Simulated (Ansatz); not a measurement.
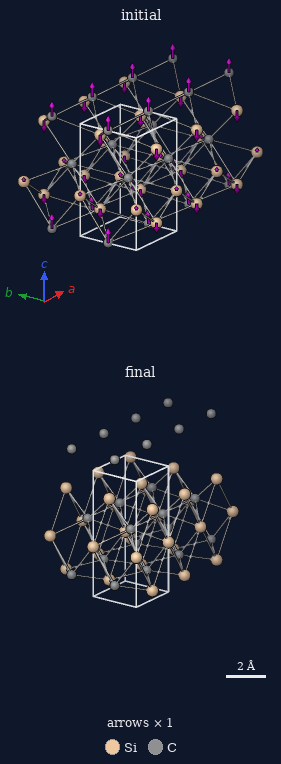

The structure of crystalline Si3C2 (a generated structure, set up in Pmm2) (coarse preliminary run) before (top) and after (bottom) a relaxation, at one scale. The purple arrows give the displacements (the part carried along by the change of the cell is left out), at their true length.

A ball-and-stick model of the cell of the calculation, repeated 3 × 2 × 1 with one cell outlined, seen from a free direction.

All numbers below come from DFT PBE, scalar-relativistic, plane waves, PAW in Ansatz.

The input:
```yaml
crystal:
  lattice:
    - [3.51780698, 0.0, 0.0]
    - [0.0, 3.5687469, 0.0]
    - [0.0, 0.0, 6.15235809]
  atoms:
    - { symbol: Si, position: [0.5, 0.0, 0.81419683] }
    - { symbol: Si, position: [0.5, 0.0, 0.15643397] }
    - { symbol: Si, position: [0.0, 0.0, 0.35889214] }
    - { symbol: C, position: [0.0, 0.5, 0.0034513] }
    - { symbol: C, position: [0.5, 0.5, 0.49502575] }
basis:
  ecutwfc: 420
kpoints:
  mp_grid: { grid: [6, 6, 4] }
hamiltonian:
  xc: pbe
scf:
  occupations: { method: gaussian, width: 0.1 }
  lower_state_search: "off"
output:
  forces: true
  stress: true
  eigenvalues: true
relax:
  adjacent_minimum: "off"
  f_tol: 0.04
  max_steps: 70
  cell: { stress_tol: 0.4 }
```

Run as
```bash
ansatz run input.yaml --threads 1 --pin off --max-ram 2560MiB --backend cpu --events-out ev --progress --plain --runs-dir out
```

### Summarise the run.

The largest move relative to the cell is that of C4, 0.87 Å along +c. Largest moves by element: C 0.87 Å, Si 0.68 Å. The drawn cell changes as follows: a 3.518 → 2.808 Å (−20.2 %), b 3.569 → 2.735 Å (−23.4 %), c 6.152 → 6.887 Å (+11.9 %); the volume changes by −31.5 %. Some distances before and after: Si1–Si1 3.569 → 2.735 Å, Si1–C5 2.653 → 1.932 Å, Si1–Si1 (another image) 3.518 → 2.808 Å, Si1–C4 2.763 → 3.459 Å. Bond angles that change, for instance: Si3–Si2–Si3 109.4° → 64.3°, Si1–Si2–Si3 125.3° → 147.9°. The space group stays Pmm2 (No. 25). After 10 accepted moves (11 points after the start) the energy has fallen by 1551 meV per atom. The largest force component goes from 4.3 to 0.012 eV/Å. Pressure: −7.73 GPa at the start and −0.02 GPa at the end. At 1 point the geometry stayed and the basis and grid were re-selected for the new cell (energy shift of 0.6 meV per atom at most each time).
